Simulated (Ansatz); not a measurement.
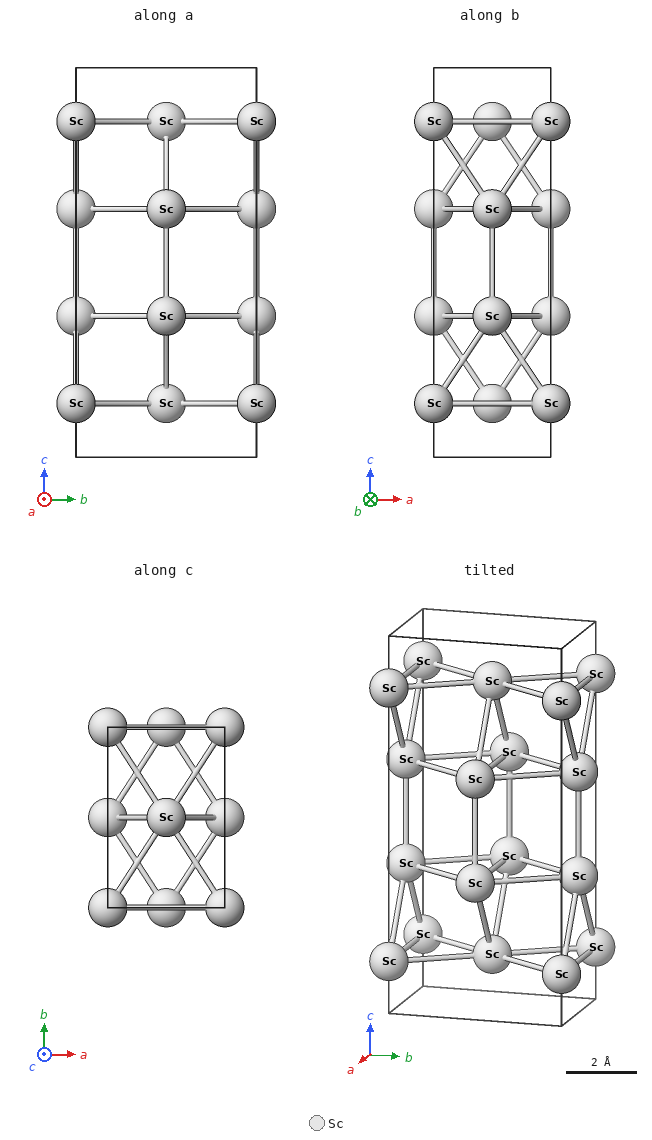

Ball-and-stick model, viewed along the a axis, along the b axis, along the c axis and slightly off an axis. The wireframe shows the conventional unit cell.

Lattice parameters: a = 3.3480 Å, b = 5.1646 Å, c = 11.1361 Å, α = 90.000°, β = 90.000°, γ = 90.000°.

### Express the structure as a CIF in P1 with every atom of the cell, with free fractional coordinates to two decimals.

```cif
data_structure
_symmetry_space_group_name_H-M 'P 1'
_symmetry_Int_Tables_number 1
_cell_length_a 3.3480
_cell_length_b 5.1646
_cell_length_c 11.1361
_cell_angle_alpha 90.000
_cell_angle_beta 90.000
_cell_angle_gamma 90.000
_cell_volume 192.55
loop_
_atom_site_label
_atom_site_type_symbol
_atom_site_fract_x
_atom_site_fract_y
_atom_site_fract_z
_atom_site_occupancy
Sc1 Sc 0.50 0.00 0.36 1
Sc2 Sc 0.00 0.00 0.14 1
Sc3 Sc 0.50 0.50 0.86 1
Sc4 Sc 0.00 0.50 0.64 1
Sc5 Sc 0.00 0.00 0.86 1
Sc6 Sc 0.50 0.00 0.64 1
Sc7 Sc 0.00 0.50 0.36 1
Sc8 Sc 0.50 0.50 0.14 1
```

The model was built from a structure type filled with this element by a generator (whether the element takes this form wasn't checked). This is the structure after a relaxation with DFT PBEsol, scalar-relativistic, plane waves, PAW (Ansatz).
